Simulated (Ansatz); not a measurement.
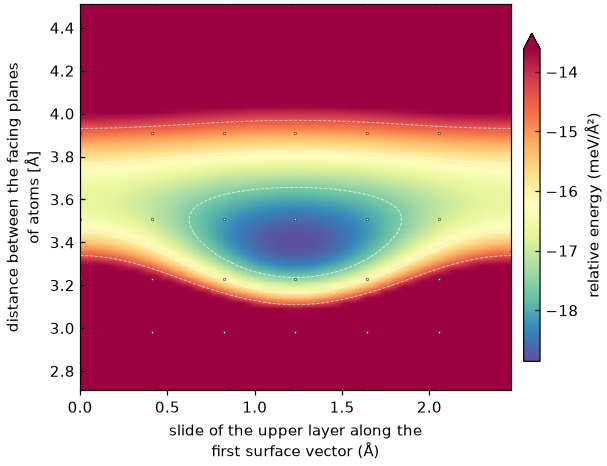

A bilayer of two C sheets (4 atoms in the cell). The upper layer of a bilayer is slid along a line and lifted, both layers rigid. First axis: slide of the upper layer along the first surface vector, from C3 above C1. Second axis: distance between the facing planes of atoms. Grid: 6 × 6 points; 24 points were computed and 12 follow by symmetry. Points are written as (first, second). Energies: meV/Å², counted from the two layers apart. All numbers below come from Ansatz, DFT PBE+D3(BJ), scalar-relativistic, plane waves, PAW. Settings: cutoff 420 eV, k-mesh 15×15×1, gaussian smearing 0.1 eV, no spin polarisation.

In the figure: a smooth colour map with a few white contour lines, dots at the grid points, one colour for all values above the top of the scale. Between grid points the surface is interpolated.

Q: Estimate the position of the minimum and the force constants in these coordinates.

A: The interpolated minimum is at the first coordinate ≈ 1.23 Å, the second coordinate ≈ 3.42 Å. The curvatures there are about 0.043 eV/Å² and 0.3 eV/Å², with a cross term of about 0 eV/Å² (per cell of 5.26 Å²). Round the minimum the two coordinates are nearly uncoupled.

PAW datasets: the set soft_1.
